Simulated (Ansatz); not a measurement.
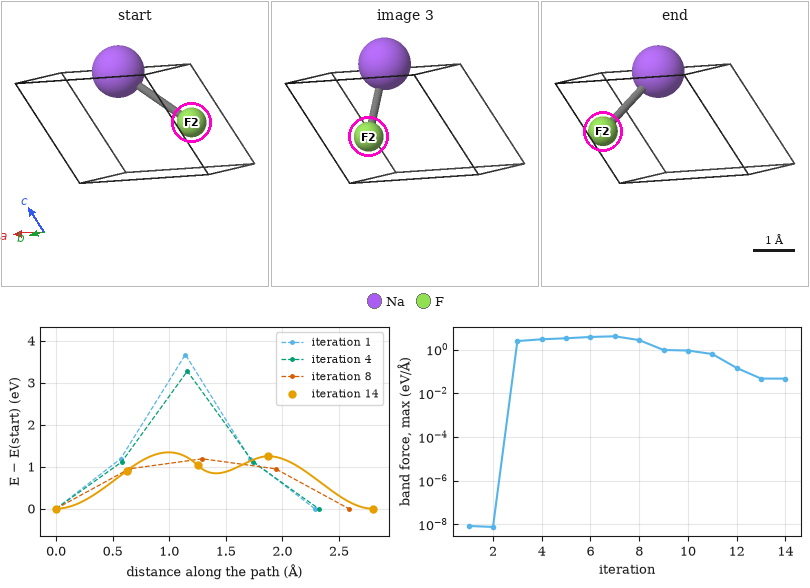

NEB run on a 2-atom cell of NaF (set up in Fm-3m). Images are numbered from 0 (start) to 4 (end). The plot follows the band through its iterations. The picture is a ball-and-stick view of the reduced simulation cell (origin moved), seen from a free direction. The moving atom is ringed, with any periodic copies. Lengths and directions refer to the drawn axes. Bonds to atoms that aren't drawn are left out.

Level of theory: DFT, PBE, PAW with Ansatz's default frozen-core files, scalar-relativistic in Ansatz. Settings: plane-wave cutoff 420 eV; k-point mesh 8 × 8 × 8; Fermi-Dirac smearing 0.02 eV; 3 movable images; climbing image.

Q: How did the profile develop, and is the result final?

A: The run is converged, with reservations. The band converged in 14 iterations. The largest component of the band force went from 8.5e-09 to 0.047 eV/Å. The climbing image converged on the top of the path. Its curvatures weren't checked. The first iteration put the highest image at 3.67 eV. The two ends have the same energy, and the highest point, image 3, lies 1.25 eV above the start.
